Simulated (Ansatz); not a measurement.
Ge64Mg: several calculations on one system

Part 1: Relaxation

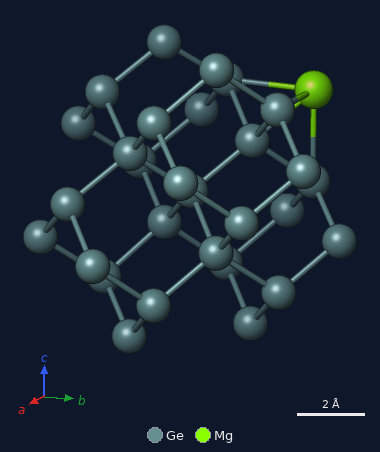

Starting structure of a defect cell of composition Ge64Mg (cell charge +3). The picture is a ball-and-stick view of the atoms within 5.0 Å of the atom that moves most (axes of the cell of the calculation (origin shifted)), seen slightly off an axis.

The calculation used DFT, PBEsol, PAW, plane waves in Ansatz.

Set-up: plane-wave cutoff 420 eV; k-point mesh 1 × 1 × 1; mesh shifted by (0.25, 0.25, 0.25); collinear spin; atoms relaxed in a fixed cell; force threshold 0.03 eV/Å; at most 80 steps.

```
Ge Mg
1.0
    11.35118    0.00000    0.00000
     0.00000   11.35118    0.00000
     0.00000    0.00000   11.35118
Ge Mg
64 1
Direct
  0.00206 0.99889 0.99969
  0.00082 0.99940 0.49925
  0.00024 0.50179 0.99869
  0.00178 0.49849 0.49964
  0.50011 0.99971 0.00353
  0.50154 0.99956 0.49592
  0.50106 0.50068 0.99922
  0.50181 0.50106 0.50194
  0.12185 0.12443 0.12591
  0.12732 0.12636 0.62627
  0.12599 0.62352 0.12668
  0.12592 0.62480 0.62577
  0.62051 0.12489 0.12847
  0.62780 0.12645 0.62350
  0.62434 0.62561 0.12742
  0.62477 0.62344 0.62474
  0.24983 0.24928 0.00043
  0.25252 0.25084 0.49947
  0.25044 0.75147 0.99761
  0.25113 0.75127 0.50019
  0.75261 0.24994 0.00169
  0.74959 0.25037 0.50059
  0.75164 0.74729 0.99750
  0.75113 0.74907 0.49658
  0.37901 0.37535 0.12258
  0.37863 0.37446 0.62771
  0.37259 0.87619 0.12861
  0.37500 0.87546 0.62504
  0.87573 0.37375 0.12347
  0.87550 0.37560 0.62436
  0.87506 0.87547 0.12796
  0.87781 0.87347 0.62687
  0.24699 0.00285 0.25222
  0.25148 0.99911 0.75052
  0.24866 0.49947 0.24947
  0.25011 0.49995 0.74929
  0.74777 0.00218 0.24937
  0.74964 0.00055 0.74991
  0.74879 0.49892 0.24759
  0.74879 0.50052 0.74820
  0.37336 0.12689 0.37646
  0.37513 0.12447 0.87436
  0.37090 0.62841 0.37713
  0.37581 0.62718 0.87575
  0.87505 0.12296 0.37302
  0.87657 0.12220 0.87437
  0.87621 0.62621 0.37459
  0.87641 0.62493 0.87466
  0.00219 0.25072 0.25105
  0.00132 0.24808 0.75346
  0.99929 0.74857 0.25013
  0.99921 0.74905 0.74969
  0.50280 0.25219 0.25094
  0.50337 0.24732 0.75100
  0.49950 0.75289 0.25003
  0.50349 0.75100 0.75145
  0.12951 0.37384 0.37617
  0.12303 0.37304 0.87112
  0.12572 0.87484 0.37401
  0.12347 0.87343 0.87369
  0.62430 0.37388 0.37498
  0.62427 0.37756 0.87580
  0.62320 0.87230 0.37618
  0.62530 0.87786 0.87293
  0.37444 0.37595 0.37198
```

**What does the optimiser find from here?**

After 4 accepted moves (5 points after the start) the energy has fallen by 1.031 eV per cell of the calculation. Largest force component: 1.5 eV/Å at the start, 0.0079 eV/Å at the end. 1 step only repeated the SCF at the same geometry. The largest move is that of Ge13, 0.18 Å along [3 −2 −3]. Largest moves by element: Ge 0.18 Å, Mg 0.04 Å. The lattice vectors keep their values. Near-neighbour distances that change, for instance: Ge53–Mg65 2.446 → 2.604 Å, Ge53–Ge61 2.407 → 2.535 Å, Ge25–Ge53 2.460 → 2.537 Å, Ge41–Mg65 2.828 → 2.896 Å. Among the angles between lasting bonds that change: Ge13–Ge37–Ge31 111.6° → 106.4°, Ge13–Ge5–Ge64 110.7° → 105.7°, Ge5–Ge13–Ge53 112.1° → 107.3°. The program noted that the starting moments weren't kept.

Step by step:

```tsv
step	E − E(0), meV/atom	largest force component, eV/Å	note
0	0.00	1.5084	
1	-15.25	0.2307	
2	-15.71	0.0961	
3	-15.76	0.0876	
4	-15.86	0.0079	
5	-15.86	0.0079	same geometry, SCF repeated
```

After the run, drawn alike:

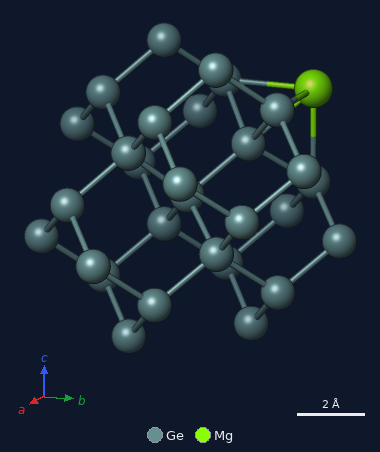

Limits of the set-up: the cell is charged, on a uniform background, and energies carry no finite-size correction.

Part 2: Relaxation

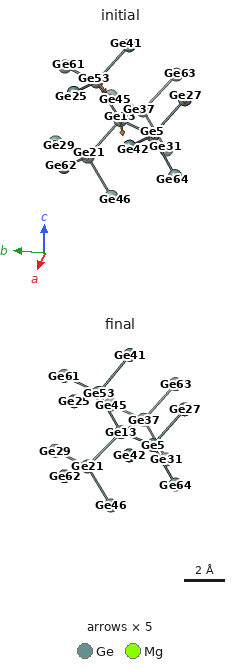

The structure of a defect cell of composition Ge64Mg (cell charge −1) before (top) and after (bottom) a relaxation, at one scale. The orange arrows give the displacements, 5 times their true length.

A ball-and-stick model of the atoms within 4.2 Å of the atom that moves most (axes of the cell of the calculation (origin shifted)), seen from a free direction.

The calculation used DFT, PBEsol, PAW, plane waves in Ansatz. Settings: plane-wave cutoff 420 eV; k-point mesh 1 × 1 × 1; mesh shifted by (0.25, 0.25, 0.25); collinear spin; atoms relaxed in a fixed cell; force threshold 0.03 eV/Å; at most 80 steps.

Q: What changed between the two?

A: The atom that moves furthest is Ge13 (0.20 Å along [3 −1 −2]). By element the largest moves are Ge 0.20 Å, Mg 0.03 Å. The cell doesn't change. Among the contacts that change: Ge53–Ge61 2.407 → 2.563 Å, Ge13–Ge21 2.517 → 2.435 Å, Ge25–Ge53 2.460 → 2.520 Å, Ge21–Ge29 2.416 → 2.473 Å. Among the angles between lasting bonds that change: Ge5–Ge13–Ge53 112.1° → 105.1°, Ge21–Ge13–Ge37 107.0° → 113.4°, Ge13–Ge5–Ge64 110.7° → 105.5°. After 3 geometry steps the energy has fallen by 1.043 eV per cell of the calculation. Largest force component: 1.2 eV/Å at the start, 0.028 eV/Å at the end. Cost: 5.5 s on 1 × NVIDIA GB200 with 8 threads of Arm Neoverse-V2, peak memory 2.2 GiB.

Limits of the set-up: the cell is charged, on a uniform background, and energies carry no finite-size correction.

Part 3: Defect

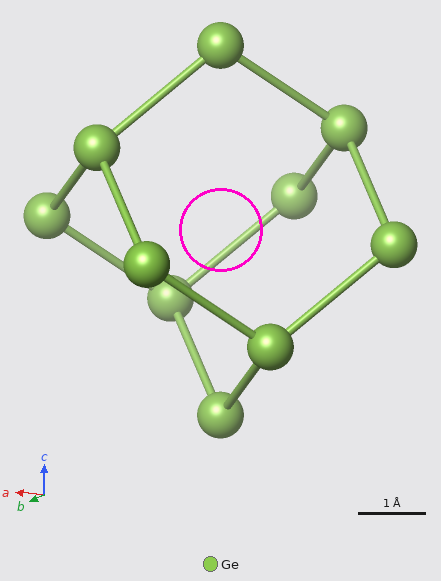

Perfect Ge. Style: ball-and-stick. Shown: the atoms within 3.8 Å of one point, from a free direction.

These are results of DFT, PBEsol, PAW, plane waves in Ansatz 0.2.0, not measurements. Set-up: plane-wave cutoff 420 eV; k-point mesh 1 × 1 × 1; mesh shifted by (0.25, 0.25, 0.25); collinear spin. Fermi-Dirac smearing of 0.01 eV. A uniform background neutralises the charged cell. The axes drawn are those of the host's conventional cell.

An extra magnesium atom is put between the host's atoms (an interstitial) at the ringed place, in charge state +3. The supercell has 64 sites, and the atoms are relaxed at the host's cell.

### Predict the relaxed surroundings of the defect.

The Mg atom starts with 10 Ge at 2.45 to 2.84 Å around its place and ends with 10 Ge at 2.60 to 2.90 Å. Of the host's atoms, a germanium atom moves furthest from its site, by 0.18 Å. The cell ends without a net magnetic moment.

The relaxed defect, seen from the same direction:

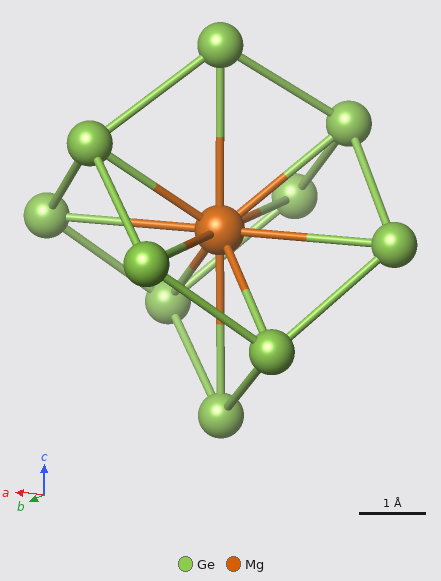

Limits of the set-up: the cell is charged, on a uniform background, and energies carry no finite-size correction.

Part 4: Defect

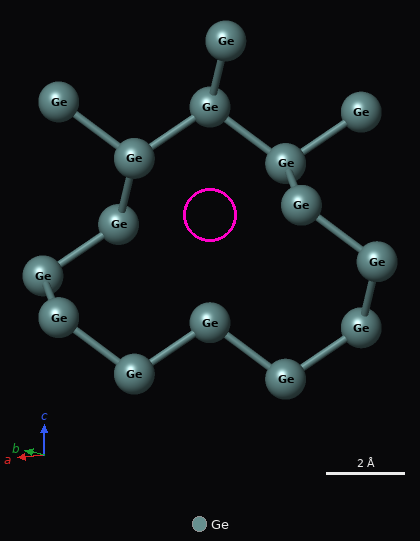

Perfect Ge. Style: ball-and-stick. Shown: the atoms within 5.4 Å of one point, in a slice 3.4 Å thick across the line of sight, from a free direction.

Computed with DFT, PBEsol, PAW, plane waves in Ansatz 0.2.0. Settings: plane-wave cutoff 420 eV; k-point mesh 1 × 1 × 1; mesh shifted by (0.25, 0.25, 0.25); collinear spin. Fermi-Dirac smearing of 0.01 eV. A uniform background neutralises the charged cell. The axes drawn are those of the host's conventional cell.

An extra magnesium atom is put between the host's atoms (an interstitial) at the ringed place, in charge state −1. The supercell has 64 sites, and the atoms are relaxed at the host's cell.

### Predict the relaxed surroundings of the defect.

The Mg atom starts with 10 Ge at 2.45 to 2.84 Å around its place and ends with 10 Ge at 2.61 to 2.90 Å. Of the host's atoms, a germanium atom moves furthest from its site, by 0.16 Å. The cell's net moment is 0.98 μB.

The relaxed defect, seen from the same direction:

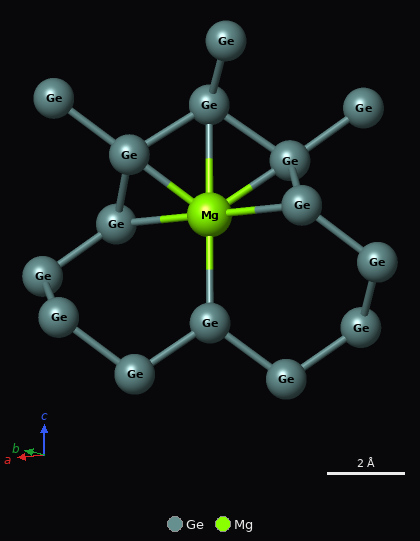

Limits of the set-up: the cell is charged, on a uniform background, and energies carry no finite-size correction.
